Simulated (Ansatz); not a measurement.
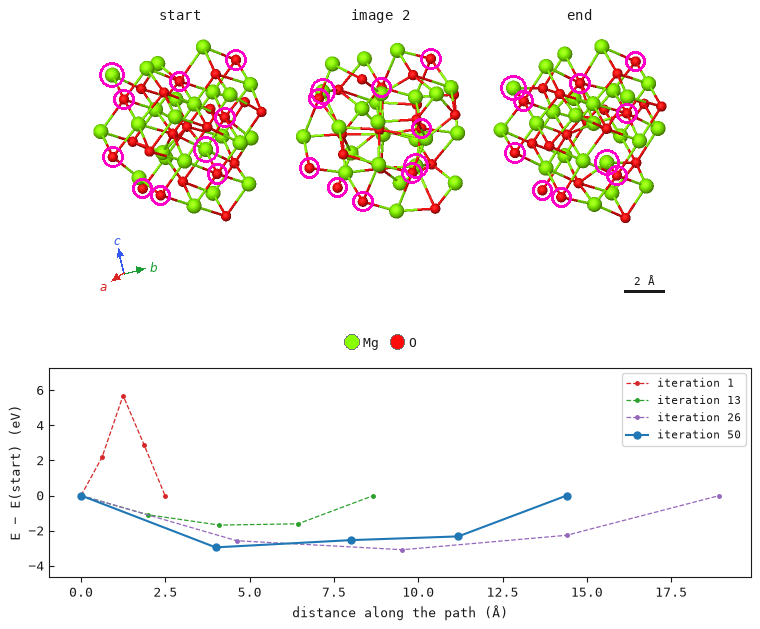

NEB run on MgO with an interstitial Mg (17 atoms in the cell). Images are numbered from 0 (start) to 4 (end). The plot follows the band through its iterations. Style: ball-and-stick. Shown: the atoms within 4.7 Å of the middle of the path, slightly off an axis. The atoms that move most are ringed. Bonds to atoms that aren't drawn are left out.

All numbers below come from DFT LDA, scalar-relativistic, plane waves, PAW in Ansatz. Settings: plane-wave cutoff 420 eV; k-point mesh 1 × 1 × 1; Fermi-Dirac smearing 0.02 eV; 3 movable images; climbing image; force threshold 0.05 eV/Å; iteration limit 50.

### How did the profile develop, and is the result final?

The result isn't final. The band hadn't converged when the run stopped after 50 iterations. The largest force component is 1.08 eV/Å at the start and 1.07 eV/Å at the end; an end with forces this large is no minimum, and the barrier measured from it can be far off. A single k-point is too coarse for this cell, so the energies are unreliable. The first iteration put the highest image at 5.70 eV. Relative to the start the highest point is image 0 at 0.00 eV and the end lies at 0.00 eV, but the profile dips to −2.95 eV at image 1 on the way, so there may be an intermediate minimum, or an end is no minimum.

Limits of the set-up: the periodic images lie only 6.2 Å apart, so the values are limited by the cell's size.

The run took 110 s on 2 threads of AMD EPYC 7R43 64-Core Processor (Zen 3), on a shared host, peak memory 0.47 GiB.

PAW datasets: the set soft_1.
